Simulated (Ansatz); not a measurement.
**MoSe: density, localisation and related maps**

The calculation's input:

```
crystal:
  lattice:
    - [0.0, 2.7178447884, 2.7178447885]
    - [5.4075795608, 2.7178447884, 2.7178447885]
    - [5.4075795608, 5.4356895769, 1.0e-10]
  atoms:
    - { symbol: Mo, position: [0.5, 0.5, 0.0], spin: 2.33 }
    - { symbol: Se, position: [0.0, 0.0, 0.0] }
    - { symbol: Mo, position: [0.5, 0.5, 0.5], spin: -2.33 }
    - { symbol: Se, position: [0.0, 0.0, 0.5] }
basis:
  ecutwfc: 420
  ecutrho_ratio: 4
kpoints:
  mp_grid: { grid: [12, 12, 6] }
hamiltonian:
  xc: pbe
scf:
  occupations: { method: gaussian, width: 0.05 }
output:
  forces: true
  stress: true
  eigenvalues: true
  populations: true
  write_density: true
  write_potential: true
  elf: true
  volumetric_format: npy
magnetization:
  spin_polarized: true
relax:
  f_tol: 0.01
  max_steps: 40
  cell: { stress_tol: 0.1, fix: [volume] }
```

Launched as:

```sh
ansatz run input.yaml --threads 2 --pin off --max-ram 2662MiB --backend cpu --events-out ev --progress --plain --runs-dir out
```

Below, planes, directions and counts refer to the cell of the magnetic structure (a = 3.84 Å, b = 3.84 Å, c = 5.41 Å, α = 90.00°, β = 90.00°, γ = 90.00°).

Space group I4/mmm; started from the rocksalt prototype, which need not be the ambient phase; changed on purpose from its base cell (volume × 1.040); computed pressure about −3 GPa in this cell; spin-polarised.

The calculation used DFT PBE, scalar-relativistic, plane waves, PAW (Ansatz).

Core electrons are frozen (PAW), and the valence fields are smoothed inside the atomic spheres.

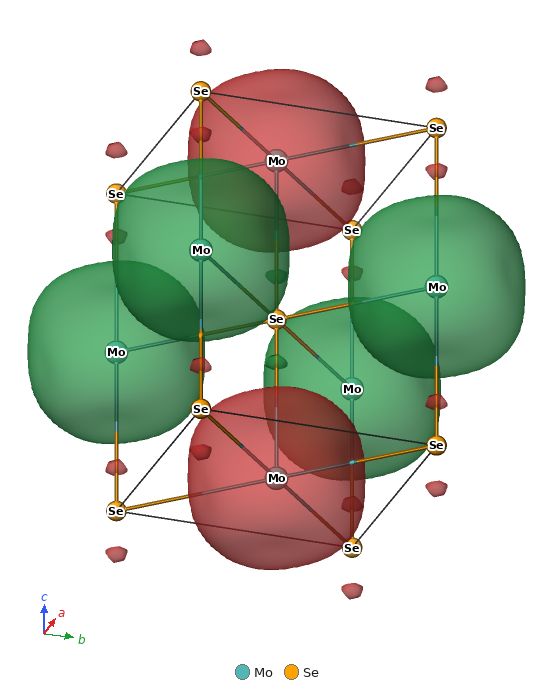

Figure 1. Isosurfaces of the magnetisation density (up minus down) at +0.05 (green) and −0.05 e/Å³ (red), seen at an oblique angle. Sticks mark near contacts.

Which atoms carry the moments, and with what signs?

The spin density sits on Mo: +2.2 μB and −2.2 μB in one cell of 4 atoms: antiferromagnetic in this solution, which needn't be the ground state, with some nearest magnetic neighbours parallel and some opposed. The cell of the calculation (4 atoms) carries 0.0 μB of net spin moment.

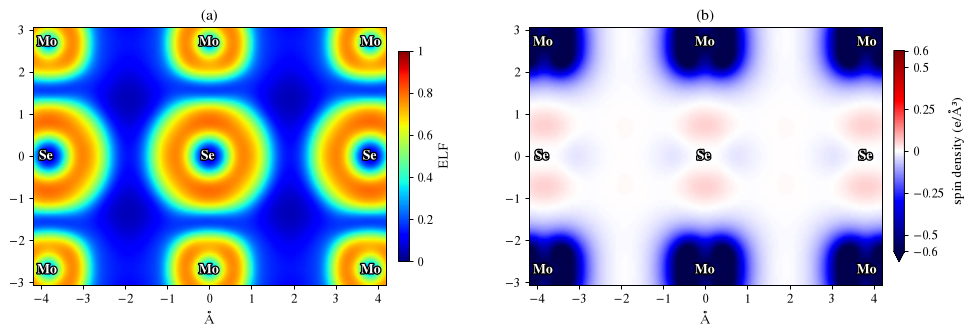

Figure 2. (a) ELF; (b) spin density (up minus down) on the (100) plane of the cell of the magnetic structure.

Describe what can be read from this map.

- The plane passes through Mo and Se nuclei.
- Mo–Se (2.70 Å): the ELF is about 0.40 at the midpoint.
- The features right at Mo lie inside the PAW spheres, where the map follows smoothed inner orbitals and isn't to be read closely.

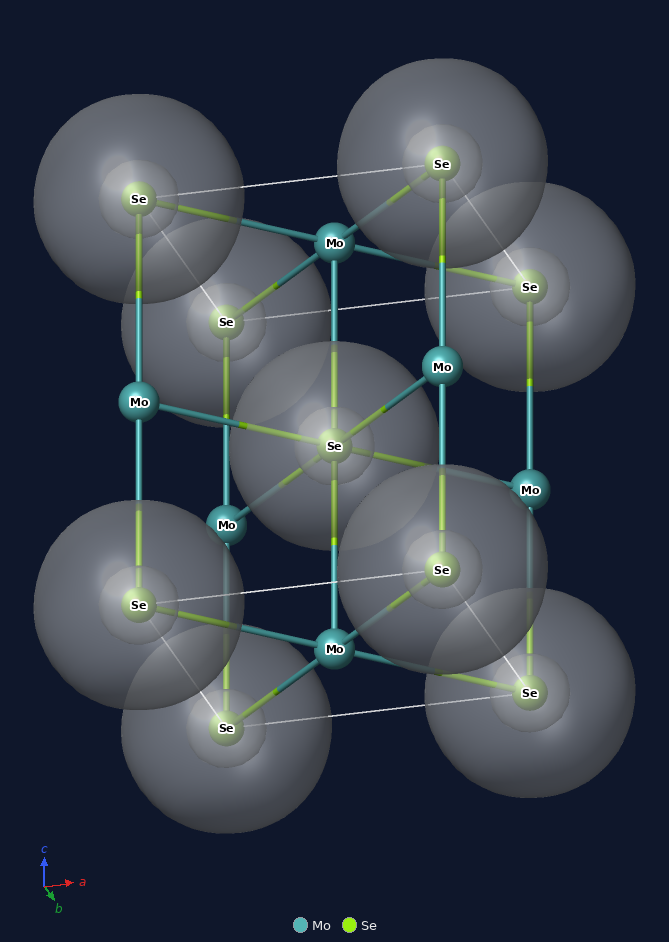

Figure 3. Isosurface of the electron localisation function at 0.55 (grey), seen at an oblique angle. Core shells and regions of very low density are left out. Sticks mark near contacts.

Identify the bonds, lone pairs and shells in this picture.

At this value the surface marks out two regions wrapped around Se (the valence shell of each), counted in one cell of 4 atoms. Regions shared between cells count once.

Does the calculation make it a metal, or give it a gap?

It is metallic or semimetallic at this level of theory: no gap opens; semilocal functionals without U, or without the true magnetic order, often close the gap of such compounds.
